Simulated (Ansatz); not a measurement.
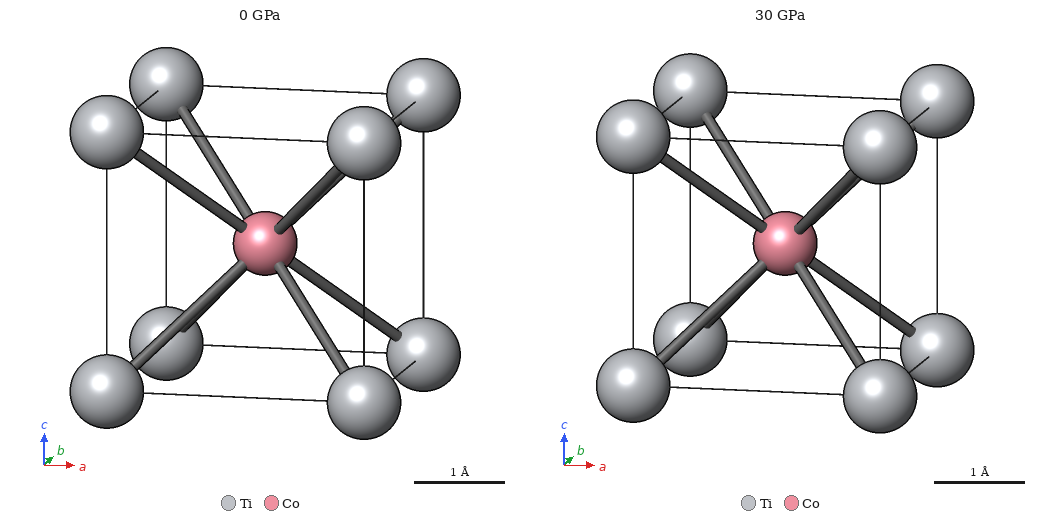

TiCo, caesium chloride (CsCl, B2) type, space group Pm-3m (No. 221), relaxed (cell and atoms) under a series of hydrostatic pressures; the conventional cell is drawn at the lowest and the highest, to one scale (sticks follow a distance rule). The start was a structure listed in the Materials Project. It needn't be the stable form of this composition.

Alike in all runs: Ansatz 0.2.0; functional PBEsol; potentials Ansatz PAW; cutoff 420 eV; k mesh 9 × 9 × 9 on the run's cell of 2 atoms; occupations fermi-dirac, width 0.05 eV; collinear spin, ferromagnetic start; no spin-orbit coupling.

| pressure (GPa) | volume (Å³/atom) | a (Å) | moment (μB/atom) |
| --- | --- | --- | --- |
| 0.0 | 12.680 | 2.938 | 0.30 |
| 2.0 | 12.548 | 2.928 | 0.30 |
| 5.0 | 12.365 | 2.913 | 0.28 |
| 10.0 | ? | ? | ? |
| 20.0 | 11.610 | 2.853 | 0.24 |
| 30.0 | 11.214 | 2.820 | 0.22 |

**What equation of state do the given rows imply, and what volume does it predict for the missing row?**

The fit gives V0 = 12.68 Å³/atom, B0 = 188 GPa and B0′ = 4.3, which puts the volume at 10.0 GPa at 12.09 Å³/atom. The run gave volume 12.086 Å³/atom; a 2.891 Å; moment 0.27 μB/atom.

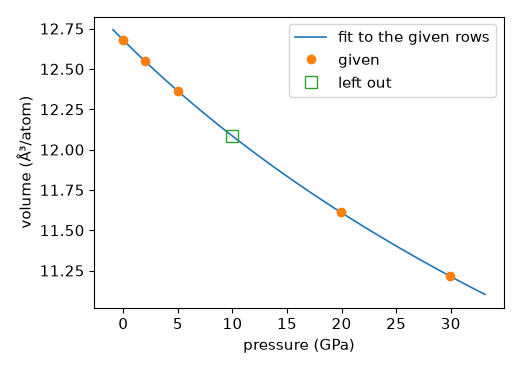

Volume against pressure, with the fit. The structure was kept in its own symmetry, so a change to another phase within this range wouldn't be seen.

Caveat: the plane-wave basis is chosen anew once the cell has moved, so the energies of steps on either side of that aren't comparable.
